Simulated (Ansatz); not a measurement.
System: VH2.

Input file:

```
crystal:
  lattice:
    - [4.271, 0.0, 0.0]
    - [0.0, 4.271, 0.0]
    - [0.0, 0.0, 4.271]
  atoms:
    - { symbol: V, position: [0.0, 0.0, 0.0] }
    - { symbol: V, position: [0.0, 0.5, 0.5] }
    - { symbol: V, position: [0.5, 0.0, 0.5] }
    - { symbol: V, position: [0.5, 0.5, 0.0] }
    - { symbol: H, position: [0.25, 0.25, 0.75] }
    - { symbol: H, position: [0.75, 0.75, 0.25] }
    - { symbol: H, position: [0.75, 0.25, 0.75] }
    - { symbol: H, position: [0.25, 0.75, 0.25] }
    - { symbol: H, position: [0.75, 0.75, 0.75] }
    - { symbol: H, position: [0.25, 0.25, 0.25] }
    - { symbol: H, position: [0.25, 0.75, 0.75] }
    - { symbol: H, position: [0.75, 0.25, 0.25] }
hamiltonian:
  xc: pbesol
  pseudopotentials: { kind: paw }
magnetization:
  spin_polarized: true
kpoints:
  mp_grid: { grid: [6, 6, 6] }
scf:
  occupations: { method: gaussian, width: 0.05 }
output:
  forces: true
  stress: true
  eigenvalues: true
  write_density: true
  write_potential: true
  elf: true
  volumetric_format: npy
```

Launched as:

```sh
ansatz run input.yaml --threads 4 --pin off --max-ram 11264MiB --backend cpu --events-out ev --progress --plain --runs-dir out
```

Below, planes, directions and counts refer to the conventional cell (a = 4.27 Å, b = 4.27 Å, c = 4.27 Å, α = 90.00°, β = 90.00°, γ = 90.00°).

Space group Fm-3m; computed pressure about −12 GPa in this cell; the program warned that no starting moments were given; spin-polarised, but the moments vanished.

These are results of Ansatz, Kohn-Sham DFT of a periodic cell, PBEsol, Ansatz PAW, not measurements.

Question: What can the converged valence pseudo-density and electron localisation function tell about the bonding?

Answer: V–H (1.85 Å): the density is about 0.57 e/Å³ at the midpoint; the ELF climbs to about 1 towards the hydrogen.

Question: Does the calculation make it a metal, or give it a gap?

Answer: It is metallic or semimetallic at this level of theory: no gap opens.

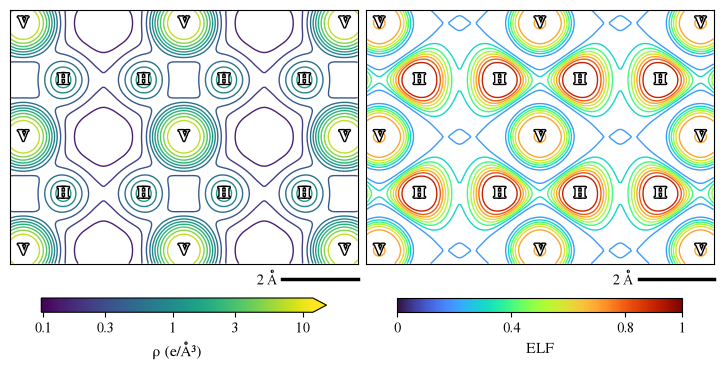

Computed valence pseudo-density and electron localisation function on the (101) plane of the conventional cell, in this order. 

The density is the valence pseudo-density of a PAW calculation; it isn't the true density close to the nuclei.
